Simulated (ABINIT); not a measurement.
Optical-spectrum calculation, with input and output: HfO₂ (part 2 of 2)

HfO₂ (Fm-3m, 3 atoms in the cell); Kohn-Sham DFT of a periodic cell, LDA, HGH LDA semicore, no spin polarisation (ABINIT 10.8.3); cutoff 1904.8 eV, 6×6×6 k-mesh, fixed occupations. The structure derives from an entry of the Crystallography Open Database.

Geometry of the input (Å; fractional positions):
```
0.0000  2.5575  2.5575
2.5575  0.0000  2.5575
2.5575  2.5575  0.0000
Hf 0.0000  0.0000  0.0000
O  0.7500  0.7500  0.7500
O  0.2500  0.2500  0.2500
```

## What the program printed, continued
```
     iter   Etot(hartree)      deltaE(h)  residm     vres2
 ETOT  1  -76.394191846693    -7.639E+01 1.104E-01 7.411E+04
 ETOT  2  -77.922337171706    -1.528E+00 3.414E-02 6.814E+04
 ETOT  3  -82.215247683905    -4.293E+00 1.027E-01 4.288E+03
 ETOT  4  -82.339349977504    -1.241E-01 3.728E-03 1.298E+03
 ETOT  5  -82.412677481170    -7.333E-02 2.119E-03 3.199E+01
 ETOT  6  -82.411623010404     1.054E-03 7.938E-05 5.750E+01
 ETOT  7  -82.415326840222    -3.704E-03 2.644E-05 2.063E+00
 ETOT  8  -82.415473277281    -1.464E-04 1.156E-06 9.422E-04
 ETOT  9  -82.415473425092    -1.478E-07 1.482E-08 1.001E-03
 ETOT 10  -82.415473496585    -7.149E-08 9.914E-10 1.057E-05
 ETOT 11  -82.415473497445    -8.595E-10 2.320E-11 3.984E-07
 ETOT 12  -82.415473497471    -2.666E-11 5.544E-13 1.091E-09
 ETOT 13  -82.415473497470     1.066E-12 3.215E-14 1.654E-10
 ETOT 14  -82.415473497472    -1.492E-12 1.280E-15 2.169E-11
 ETOT 15  -82.415473497479    -6.906E-12 1.466E-16 5.364E-15

 At SCF step   15       vres2   =  5.36E-15 < tolvrs=  1.00E-12 =>converged.

 Cartesian components of stress tensor (hartree/bohr^3)
  sigma(1 1)=  1.26394162E-03  sigma(3 2)=  0.00000000E+00
  sigma(2 2)=  1.26394162E-03  sigma(3 1)=  0.00000000E+00
  sigma(3 3)=  1.26394162E-03  sigma(2 1)=  0.00000000E+00

--- !ResultsGS
iteration_state: {dtset: 1, }
comment   : Summary of ground state results
lattice_vectors:
- [  0.0000000,   4.8329746,   4.8329746, ]
- [  4.8329746,   0.0000000,   4.8329746, ]
- [  4.8329746,   4.8329746,   0.0000000, ]
lattice_lengths: [   6.83486,    6.83486,    6.83486, ]
lattice_angles: [ 60.000,  60.000,  60.000, ] # degrees, (23, 13, 12)
lattice_volume:   2.2577379E+02
convergence: {deltae: -6.906E-12, res2:  5.364E-15, residm:  1.466E-16, diffor: null, }
etotal    :  -8.24154735E+01
entropy   :   0.00000000E+00
fermie    :   2.25625373E-01
cartesian_stress_tensor: # hartree/bohr^3
- [  1.26394162E-03,   0.00000000E+00,   0.00000000E+00, ]
- [  0.00000000E+00,   1.26394162E-03,   0.00000000E+00, ]
- [  0.00000000E+00,   0.00000000E+00,   1.26394162E-03, ]
pressure_GPa:  -3.7186E+01
xred      :
- [  0.0000E+00,   0.0000E+00,   0.0000E+00, Hf]
- [  7.5000E-01,   7.5000E-01,   7.5000E-01,  O]
- [  2.5000E-01,   2.5000E-01,   2.5000E-01,  O]
cartesian_forces: # hartree/bohr
- [ -0.00000000E+00,  -0.00000000E+00,  -0.00000000E+00, ]
- [ -0.00000000E+00,  -0.00000000E+00,  -0.00000000E+00, ]
- [ -0.00000000E+00,  -0.00000000E+00,  -0.00000000E+00, ]
force_length_stats: {min:   0.00000000E+00, max:   0.00000000E+00, mean:   0.00000000E+00, }
...

 Integrated electronic density in atomic spheres:
 ------------------------------------------------
 Atom  Sphere_radius  Integrated_density
    1        2.00000          8.29267373
    2        2.00000          6.28434736
    3        2.00000          6.28434736
================================================================================

 ----iterations are completed or convergence reached----

 Mean square residual over all n,k,spin=   53.233E-19; max=  14.660E-17
 reduced coordinates (array xred) for    3 atoms
       0.000000000000      0.000000000000      0.000000000000
       0.750000000000      0.750000000000      0.750000000000
       0.250000000000      0.250000000000      0.250000000000
 rms dE/dt=  0.0000E+00; max dE/dt=  0.0000E+00; dE/dt below (all hartree)
    1       0.000000000000      0.000000000000      0.000000000000
    2       0.000000000000      0.000000000000      0.000000000000
    3       0.000000000000      0.000000000000      0.000000000000

 cartesian coordinates (angstrom) at end:
    1      0.00000000000000     0.00000000000000     0.00000000000000
    2      3.83624999745262     3.83624999745262     3.83624999745262
    3      1.27874999915087     1.27874999915087     1.27874999915087

 cartesian forces (hartree/bohr) at end:
    1     -0.00000000000000    -0.00000000000000    -0.00000000000000
    2     -0.00000000000000    -0.00000000000000    -0.00000000000000
    3     -0.00000000000000    -0.00000000000000    -0.00000000000000
 frms,max,avg= 0.0000000E+00 0.0000000E+00   0.000E+00  0.000E+00  0.000E+00 h/b

 cartesian forces (eV/Angstrom) at end:
    1     -0.00000000000000    -0.00000000000000    -0.00000000000000
    2     -0.00000000000000    -0.00000000000000    -0.00000000000000
    3     -0.00000000000000    -0.00000000000000    -0.00000000000000
 frms,max,avg= 0.0000000E+00 0.0000000E+00   0.000E+00  0.000E+00  0.000E+00 e/A
 length scales=  6.834858174600  6.834858174600  6.834858174600 bohr
              =  3.616851183299  3.616851183299  3.616851183299 angstroms
 Fermi (or HOMO) energy (hartree) =   0.22563   Average Vxc (hartree)=  -0.44640
 Eigenvalues (hartree) for nkpt=  28  k points:
 kpt#   1, nband= 12, wtk=  0.02778, kpt= -0.0833 -0.1667  0.0000 (reduced coord)
  -2.00724   -0.86055   -0.85817   -0.85807   -0.43170   -0.34176    0.04661    0.04719
   0.06510    0.16305    0.20378    0.20559
 prteigrs : prtvol=0 or 1, do not print more k-points.

--- !EnergyTerms
iteration_state     : {dtset: 1, }
comment             : Components of total free energy in Hartree
kinetic             :  4.02121741897100E+01
hartree             :  1.45109421317861E+01
xc                  : -1.29940927558833E+01
Ewald energy        : -6.72333631145653E+01
psp_core            :  4.50386406239928E+00
local_psp           : -5.51221254473236E+01
non_local_psp       : -6.29287256360202E+00
total_energy        : -8.24154734974787E+01
total_energy_eV     : -2.24263928198530E+03
band_energy         : -9.21234253782412E+00
...

 Cartesian components of stress tensor (hartree/bohr^3)
  sigma(1 1)=  1.26394162E-03  sigma(3 2)=  0.00000000E+00
  sigma(2 2)=  1.26394162E-03  sigma(3 1)=  0.00000000E+00
  sigma(3 3)=  1.26394162E-03  sigma(2 1)=  0.00000000E+00

-Cartesian components of stress tensor (GPa)         [Pressure= -3.7186E+01 GPa]
- sigma(1 1)=  3.71864464E+01  sigma(3 2)=  0.00000000E+00
- sigma(2 2)=  3.71864464E+01  sigma(3 1)=  0.00000000E+00
- sigma(3 3)=  3.71864464E+01  sigma(2 1)=  0.00000000E+00

================================================================================
== DATASET  2 ==================================================================

--- !DatasetInfo
iteration_state: {dtset: 2, }
dimensions: {natom: 3, nkpt: 28, mband: 24, nsppol: 1, nspinor: 1, nspden: 1, mpw: 6335, }
cutoff_energies: {ecut:  70.0, pawecutdg:  -1.0, }
electrons: {nelect:   2.40000000E+01, charge:   0.00000000E+00, occopt:   1.00000000E+00, tsmear:   1.00000000E-02, }
meta: {optdriver: 0, ionmov: 0, optcell: 0, iscf: -2, paral_kgb: 0, }
...

 mkfilename : getden/=0, take file _DEN from output of DATASET   1.

 Exchange-correlation functional for the present dataset will be:
  LDA: Perdew-Wang 92 LSD fit to Ceperley-Alder data - ixc=7
  J.P.Perdew and Y.Wang, PRB 45, 13244 (1992)

 Real(R)+Recip(G) space primitive vectors, cartesian coordinates (Bohr,Bohr^-1):
 R(1)=  0.0000000  4.8329746  4.8329746  G(1)= -0.1034560  0.1034560  0.1034560
 R(2)=  4.8329746  0.0000000  4.8329746  G(2)=  0.1034560 -0.1034560  0.1034560
 R(3)=  4.8329746  4.8329746  0.0000000  G(3)=  0.1034560  0.1034560 -0.1034560
 Unit cell volume ucvol=  2.2577379E+02 bohr^3
 Angles (23,13,12)=  6.00000000E+01  6.00000000E+01  6.00000000E+01 degrees

 getcut: wavevector=  0.0000  0.0000  0.0000  ngfft=  54  54  54
         ecut(hartree)=     70.000   => boxcut(ratio)=   2.09845
--------------------------------------------------------------------------------

================================================================================
 Non-SCF case, kpt    1 ( -0.08333 -0.16667  0.00000), residuals and eigenvalues=
  2.87E-13  1.69E-13  1.36E-13  1.26E-13  3.77E-13  8.61E-13  8.72E-13  7.55E-13
  1.82E-13  7.57E-13  1.41E-13  1.66E-13  9.00E-14  1.00E-13  1.34E-13  3.29E-13
  6.63E-13  5.66E-13  1.78E-13  3.58E-13  9.88E-13  2.00E-09  4.00E-08  6.70E-06
 -2.0072E+00 -8.6055E-01 -8.5817E-01 -8.5807E-01 -4.3170E-01 -3.4176E-01
  4.6615E-02  4.7187E-02  6.5104E-02  1.6305E-01  2.0378E-01  2.0559E-01
  3.7879E-01  3.8615E-01  4.6655E-01  5.7483E-01  5.8364E-01  5.9583E-01
  7.0797E-01  7.6129E-01  7.6291E-01  1.0451E+00  1.0823E+00  1.1155E+00
 prteigrs : prtvol=0 or 1, do not print more k-points.

--- !ResultsGS
iteration_state: {dtset: 2, }
comment   : Summary of ground state results
lattice_vectors:
- [  0.0000000,   4.8329746,   4.8329746, ]
- [  4.8329746,   0.0000000,   4.8329746, ]
- [  4.8329746,   4.8329746,   0.0000000, ]
lattice_lengths: [   6.83486,    6.83486,    6.83486, ]
lattice_angles: [ 60.000,  60.000,  60.000, ] # degrees, (23, 13, 12)
lattice_volume:   2.2577379E+02
convergence: {deltae:  0.000E+00, res2:  0.000E+00, residm:  9.939E-13, diffor:  0.000E+00, }
etotal    :  -8.24154735E+01
entropy   :   0.00000000E+00
fermie    :   2.25625373E-01
cartesian_stress_tensor: null
pressure_GPa: null
xred      :
- [  0.0000E+00,   0.0000E+00,   0.0000E+00, Hf]
- [  7.5000E-01,   7.5000E-01,   7.5000E-01,  O]
- [  2.5000E-01,   2.5000E-01,   2.5000E-01,  O]
cartesian_forces: null
force_length_stats: {min: null, max: null, mean: null, }
...

 Integrated electronic density in atomic spheres:
 ------------------------------------------------
 Atom  Sphere_radius  Integrated_density
    1        2.00000          8.29267373
    2        2.00000          6.28434736
    3        2.00000          6.28434736
================================================================================

 ----iterations are completed or convergence reached----

 Mean square residual over all n,k,spin=   37.671E-14; max=  99.389E-14
 reduced coordinates (array xred) for    3 atoms
       0.000000000000      0.000000000000      0.000000000000
       0.750000000000      0.750000000000      0.750000000000
       0.250000000000      0.250000000000      0.250000000000

 cartesian coordinates (angstrom) at end:
    1      0.00000000000000     0.00000000000000     0.00000000000000
    2      3.83624999745262     3.83624999745262     3.83624999745262
    3      1.27874999915087     1.27874999915087     1.27874999915087
 length scales=  6.834858174600  6.834858174600  6.834858174600 bohr
              =  3.616851183299  3.616851183299  3.616851183299 angstroms
 Eigenvalues (hartree) for nkpt=  28  k points:
 kpt#   1, nband= 24, wtk=  0.02778, kpt= -0.0833 -0.1667  0.0000 (reduced coord)
  -2.00724   -0.86055   -0.85817   -0.85807   -0.43170   -0.34176    0.04661    0.04719
   0.06510    0.16305    0.20378    0.20559    0.37879    0.38615    0.46655    0.57483
   0.58364    0.59583    0.70797    0.76129    0.76291    1.04512    1.08232    1.11551
 prteigrs : prtvol=0 or 1, do not print more k-points.

================================================================================
== DATASET  3 ==================================================================

--- !DatasetInfo
iteration_state: {dtset: 3, }
dimensions: {natom: 3, nkpt: 28, mband: 20, nsppol: 1, nspinor: 1, nspden: 1, mpw: 6335, }
cutoff_energies: {ecut:  70.0, pawecutdg:  -1.0, }
electrons: {nelect:   2.40000000E+01, charge:   0.00000000E+00, occopt:   1.00000000E+00, tsmear:   1.00000000E-02, }
meta: {optdriver: 8, wfk_task: 7, }
...

 mkfilename : getwfk/=0, take file _WFK from output of DATASET   2.

 Exchange-correlation functional for the present dataset will be:
  LDA: Perdew-Wang 92 LSD fit to Ceperley-Alder data - ixc=7
  J.P.Perdew and Y.Wang, PRB 45, 13244 (1992)

--------------------------------------------------------------------------------

 Computation of velocity matrix elements (DDK)

 Parameters extracted from the Abinit header:
    ecut:     70.0
    nkpt:    864
    mband:   24
    nsppol:  1
    nspinor: 1
    useylm:  0
    inclvkb: 2
    bmin: 1, bmax: 24
    Computing diagonal and off-diagonal matrix elements
    Between band index bmin: 1, bmax: 24

== END DATASET(S) ==============================================================
================================================================================

 -outvars: echo values of variables after computation  --------
            acell      6.8348581746E+00  6.8348581746E+00  6.8348581746E+00 Bohr
           etotal1    -8.2415473497E+01
           etotal3     0.0000000000E+00
            fcart1    -0.0000000000E+00 -0.0000000000E+00 -0.0000000000E+00
                      -0.0000000000E+00 -0.0000000000E+00 -0.0000000000E+00
                      -0.0000000000E+00 -0.0000000000E+00 -0.0000000000E+00
            fcart3     0.0000000000E+00  0.0000000000E+00  0.0000000000E+00
                       0.0000000000E+00  0.0000000000E+00  0.0000000000E+00
                       0.0000000000E+00  0.0000000000E+00  0.0000000000E+00
            rprim      0.0000000000E+00  7.0710678120E-01  7.0710678120E-01
                       7.0710678120E-01  0.0000000000E+00  7.0710678120E-01
                       7.0710678120E-01  7.0710678120E-01  0.0000000000E+00
           strten1     1.2639416220E-03  1.2639416220E-03  1.2639416220E-03
                       0.0000000000E+00  0.0000000000E+00  0.0000000000E+00
           strten3     0.0000000000E+00  0.0000000000E+00  0.0000000000E+00
                       0.0000000000E+00  0.0000000000E+00  0.0000000000E+00
           xangst      0.0000000000E+00  0.0000000000E+00  0.0000000000E+00
                       3.8362499975E+00  3.8362499975E+00  3.8362499975E+00
                       1.2787499992E+00  1.2787499992E+00  1.2787499992E+00
             xred      0.0000000000E+00  0.0000000000E+00  0.0000000000E+00
                       7.5000000000E-01  7.5000000000E-01  7.5000000000E-01
                       2.5000000000E-01  2.5000000000E-01  2.5000000000E-01
 Calculation completed.
```

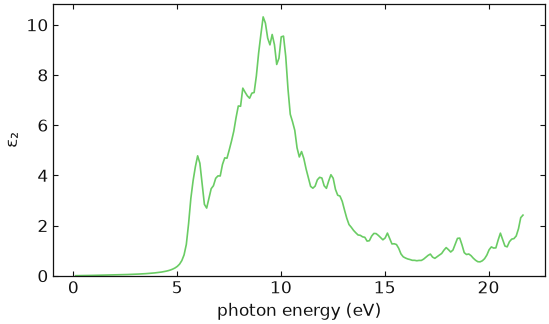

Figure 1. Imaginary part of the dielectric function (first component that the program prints). The highest peak, 10.3, lies at 9.14 eV.
